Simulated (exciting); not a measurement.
**Energy of Sb along an even scaling of the cell**

System: Sb (Pm-3m, 1 atom in the cell).
Method: Kohn-Sham DFT of a periodic cell, PBE, all-electron LAPW+lo, shipped species files, no spin polarisation (exciting sodium).

The 7 runs differ only in the geometry, by an even scaling of the cell at fixed fractional positions. The structure derives from an entry of the Crystallography Open Database.

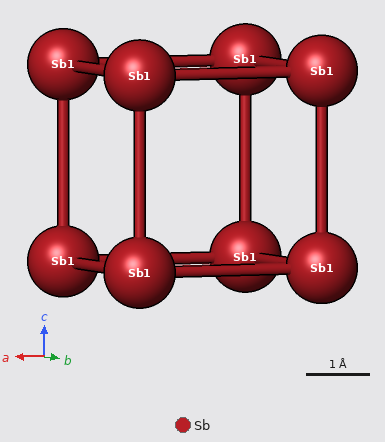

Figure 1. The structure of run 4 (ball-and-stick view of the cell of the calculation, seen at an oblique angle; atoms are numbered from 1 in the order of the input).

## Input of run 4
```
<input>
  <title>Sb</title>
  <structure speciespath="./" tshift="false">
    <crystal scale="1">
      <basevect>5.971534553817 0.000000000000 0.000000000000</basevect>
      <basevect>0.000000000000 5.971534553817 0.000000000000</basevect>
      <basevect>0.000000000000 0.000000000000 5.971534553817</basevect>
    </crystal>
    <species speciesfile="Sb.xml" rmt="2.3">
      <atom coord="0.000000000000 0.000000000000 0.000000000000"/>
    </species>
  </structure>
  <groundstate do="fromscratch" ngridk="8 8 8" rgkmax="9" gmaxvr="14" lmaxapw="10" lmaxmat="10" lmaxvr="8" xctype="GGA_PBE" stype="Fermi Dirac" swidth="0.00183747" nempty="8" ValenceRelativity="iora*" epsengy="1e-05" epspot="1e-05" maxscl="60" tforce="true" outputlevel="normal"/>
</input>
```

Command:
```bash
OMP_NUM_THREADS=1 exciting_smp
```

Lattice vectors (Å) and fractional positions of run 4:
```
   3.160000    0.000000    0.000000
   0.000000    3.160000    0.000000
   0.000000    0.000000    3.160000
Sb  0.000000  0.000000  0.000000
```

Run 2 has the same physical settings and fractional positions; its lattice vectors (Å) are:
```
   3.117292    0.000000    0.000000
   0.000000    3.117292    0.000000
   0.000000    0.000000    3.117292
```

## Results, with one run withheld

| run | volume per atom (Å³) | free energy per atom, from the lowest run given (meV) |
| --- | --- | --- |
| 1 | 29.661 | 0.00 |
| 2 | 30.292 | ? |
| 3 | 30.923 | 1.46 |
| 4 | 31.554 | 8.44 |
| 5 | 32.186 | 19.65 |
| 6 | 32.817 | 33.49 |
| 7 | 33.448 | 50.21 |

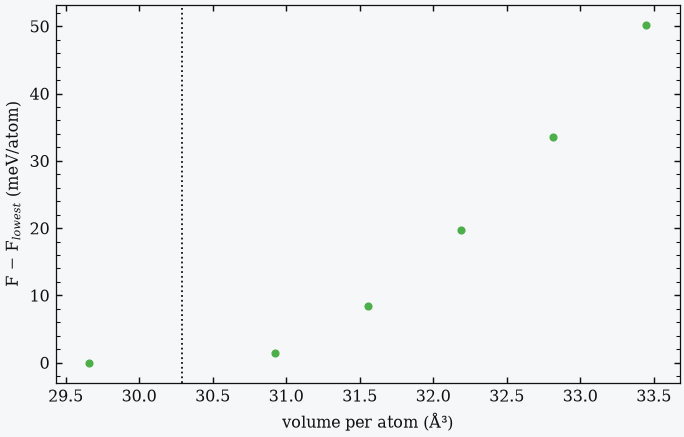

Figure 2. Free energy per atom of the runs given; the dotted line marks run 2.

What should run 2 give?

A cubic polynomial in V^(−2/3) (the Birch–Murnaghan form), fitted to the 6 runs given, misses them by at most 0.18 meV per atom. With x = V^(−2/3) − 0.09979 Å⁻², it reads F = 11.198 − 7630.2 x + 1.0869e+06 x² + 1.0219e+07 x³ (meV per atom). At run 2 it gives −1.72 meV per atom, and the run itself gives −1.62. The fit has its minimum at 30.189 Å³ per atom, where V d²F/dV² gives 59.7 GPa: the bulk modulus at this level, since symmetry fixes the shape and the positions.

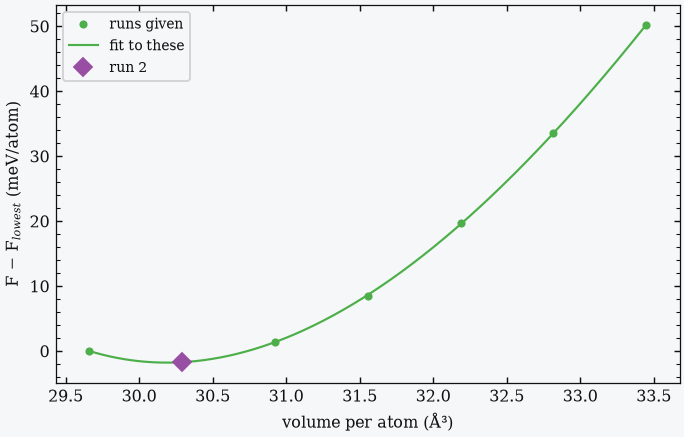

Figure 3. The fit and the withheld run.

## Some lines of the output (run 2)
```
[...]
 Absolute change in total energy   (target) :  0.547804E-03  ( 0.100000E-04)
 Total energy                               :     -6483.63910865
 Fermi energy                               :         0.23326215
 DOS at Fermi energy (states/Ha/cell)       :        26.65771102
 Absolute change in total energy   (target) :  0.776982E-04  ( 0.100000E-04)
 Total energy                               :     -6483.63911620
 Fermi energy                               :         0.23326217
 DOS at Fermi energy (states/Ha/cell)       :        26.65770585
 Absolute change in total energy   (target) :  0.754317E-05  ( 0.100000E-04)
 Total energy                               :     -6483.63911569
 DOS at Fermi energy (states/Ha/cell)       :        26.65770564
 Absolute change in total energy   (target) :  0.508588E-06  ( 0.100000E-04)
 Total energy                               :     -6483.63911563
 DOS at Fermi energy (states/Ha/cell)       :        26.65770590
```
